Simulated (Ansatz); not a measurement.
Cell and atoms:

```xyz
8
Lattice="3.4393 0.0000 0.0000 0.0000 3.4393 0.0000 0.0000 0.0000 11.5933" Properties=species:S:1:pos:R:3 pbc="T T T"
Nb    0.0000    1.7196    8.7014
Nb    1.7196    1.7196    0.0065
As    1.7196    0.0000    9.6461
As    0.0000    0.0000    0.9511
Nb    1.7196    0.0000    2.9048
Nb    0.0000    0.0000    5.8031
As    0.0000    1.7196    3.8495
As    1.7196    1.7196    6.7478
```

### What does this file describe?

It has the composition NbAs. Its lattice is body-centred tetragonal, its space group I4_1md (No. 109). Content of the cell: 4 Nb, 4 As (Z = 4). The Nb atoms are each bonded to six As in a trigonal prismatic arrangement at 2.60 to 2.61 Å. Each As atom has six Nb in a trigonal prismatic arrangement at 2.60 to 2.61 Å around it. Not all metal-metal contacts are counted. The bonds build a three-dimensional framework.

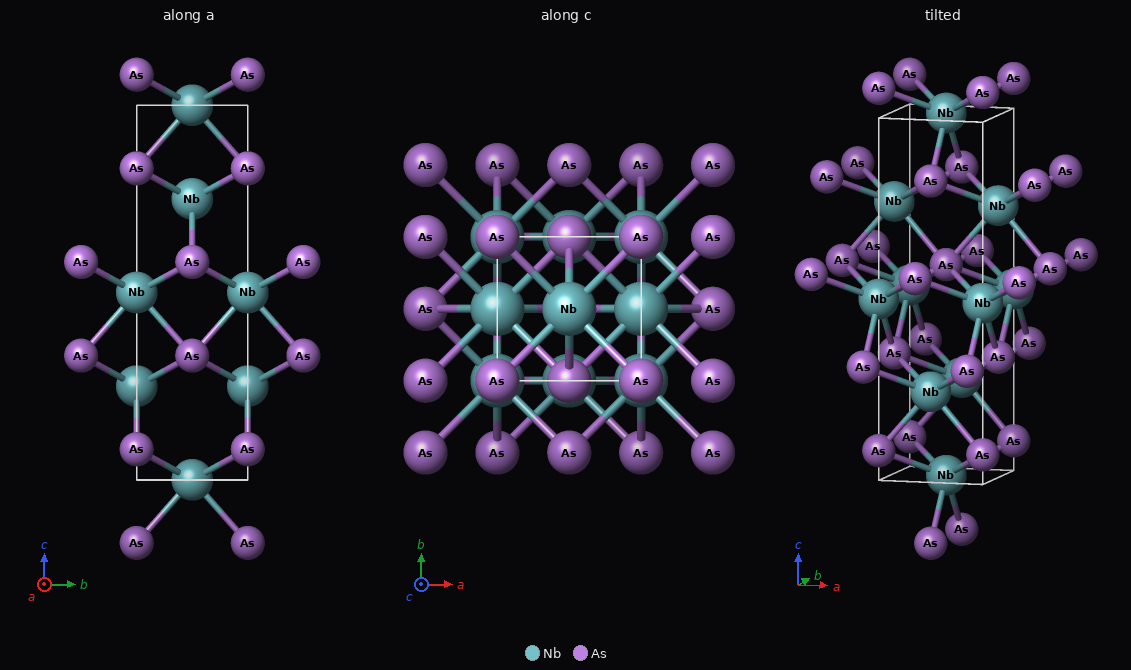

Ball-and-stick drawing of the structure, looking along the a axis, along the c axis and slightly off an axis. Atoms at the boundary of the conventional unit cell (the box) are drawn once for each face, edge or corner they touch. Some atoms of the next cells are drawn as well. Colours: niobium teal, arsenic purple.

It goes back to a structure listed in the Materials Project, with elements exchanged, so it need not be a known form of the compound. This is the structure after a relaxation with Ansatz 0.2.0, DFT PBEsol, scalar-relativistic, plane waves, PAW.
